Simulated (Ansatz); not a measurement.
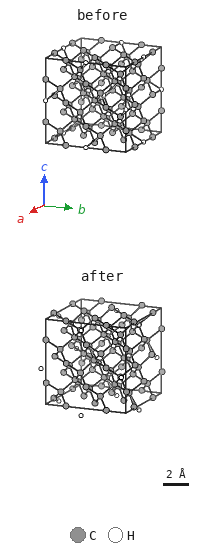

The structure of a defect cell of composition HC16 (cell charge +1) before (top) and after (bottom) a relaxation, at one scale.

A ball-and-stick model of the conventional cell (4 times the calculation's cell) (origin shifted), seen slightly off an axis. Lengths and directions refer to the drawn axes.

It is an interstitial H in diamond C. The run prepares an end point of a later path (interstitial hop) calculation, from a guessed geometry.

Method: DFT PBE, scalar-relativistic, plane waves, PAW (Ansatz). (plane-wave cutoff 420 eV; k-point mesh 3 × 3 × 3; occupations gaussian; smearing width 0.02 eV; no spin polarisation; atoms relaxed in a fixed cell; force threshold 0.03 eV/Å; at most 60 steps)

Q: Summarise the run.

A: The H atom moves most: 0.84 Å roughly along [2 0 −1]. Largest moves by element: H 0.84 Å, C 0.15 Å. The lattice vectors keep their values. Near-neighbour distances that change, for instance: C–H 1.558 → 2.354 Å, C–H 1.753 → 1.183 Å, C–H 1.571 → 1.938 Å, C–H 1.527 → 1.183 Å. Bond angles that change, for instance: C–C–C 109.5° → 102.4°, C–C–C 109.5° → 115.2°, C–C–C 109.5° → 104.5°. The energy falls by 0.938 eV per cell of the calculation in 13 accepted moves (15 points after the start). The largest force component goes from 1.3 to 0.002 eV/Å. The line search rejected the trial step at point 12 of the run. 1 step only repeated the SCF at the same geometry. The run took 89 s on 1 thread of Arm Neoverse V2 (shared host), peak memory 0.34 GiB.

Limits of the set-up: the periodic images lie only 5.0 Å apart, so the values are limited by the cell's size; the cell is charged, on a uniform background, and energies carry no finite-size correction.
